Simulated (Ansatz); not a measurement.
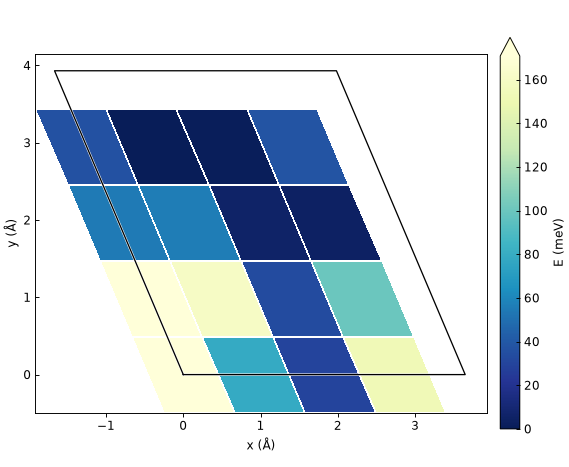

Energy landscape of N₂ on a C(110) slab cut from the R-3m phase, its upper half relaxed before the scan (10 atoms of substrate and one adsorbate in a 1 × 1 cell). N2 is moved over the surface cell at a fixed height above a rigid substrate; the origin of the map has the adsorbate above C9; the height is held at 2.70 Å. Places are given modulo a cell vector. The map is drawn in real space over the plane of the surface. The grid has 4 × 4 points. Energies: meV, counted from the lowest grid point. With one adsorbate in each 1 × 1 cell, its nearest image is 3.6 Å away, so neighbouring adsorbates interact. At a fixed height the lowest place need not be the adsorption site. The calculation used DFT PBE+D3(BJ), scalar-relativistic, plane waves, PAW in Ansatz 0.2.0. Settings: cutoff 420 eV, k-mesh 8×7×1, gaussian smearing 0.05 eV, no spin polarisation.

The picture shows one coloured cell a grid point, the outline of one cell of the plane, one colour for all values above the top of the scale. 

> Where are the lowest and the highest points?

The lowest grid point is at (1/4, 3/4) of the cell vectors. The highest grid point, (0/4, 1/4) of the cell vectors, lies 243 meV above the lowest.

The values on the grid:

```tsv
second ↓, first →	0/4	1/4	2/4	3/4
3/4	36	0	1	38
2/4	54	56	6	4
1/4	243	160	33	100
0/4	213	79	30	152
```

The input of one point:

```yaml
crystal:
  lattice:
    - [3.6473242087, 0.0, 0.0]
    - [-1.6658829526, 3.931015092, 0.0]
    - [0.0, 0.0, 23.1309581756]
  atoms:
    - { symbol: C, position: [0.500179934, 0.3333933113, 0.1729284178] }
    - { symbol: C, position: [0.499820066, 0.6666066887, 0.1729284178] }
    - { symbol: C, position: [0.500179934, 0.8333933113, 0.2262110668] }
    - { symbol: C, position: [0.499820066, 0.1666066887, 0.2262110668] }
    - { symbol: C, position: [0.5000212336, 0.335316966, 0.2794744906] }
    - { symbol: C, position: [0.4999787664, 0.664683034, 0.2794744906] }
    - { symbol: C, position: [0.5001286265, 0.8366480411, 0.3329734377] }
    - { symbol: C, position: [0.4998713735, 0.1633519589, 0.3329734377] }
    - { symbol: C, position: [0.4997623706, 0.354433528, 0.3817809063] }
    - { symbol: C, position: [0.5002376294, 0.645566472, 0.3817809063] }
    - { symbol: "N", position: [0.7497623706, 1.104433528, 0.4985075883] }
    - { symbol: "N", position: [0.7497623706, 1.104433528, 0.5460629032] }
basis:
  ecutwfc: 420
kpoints:
  mp_grid: { grid: [8, 7, 1] }
hamiltonian:
  xc: pbe
  pseudopotentials: { kind: paw, azcp: { folder: soft_1 } }
  dispersion: d3bj
scf:
  occupations: { method: gaussian, width: 0.05 }
output:
  forces: true
  eigenvalues: true
efield:
  axis: 3
  dipole_correction: true
  ramp_width: 0.04
```

The whole map (16 points run) took 6.6 min on 1 thread of Intel(R) Xeon(R) Platinum 8488C (Sapphire Rapids) (shared host).
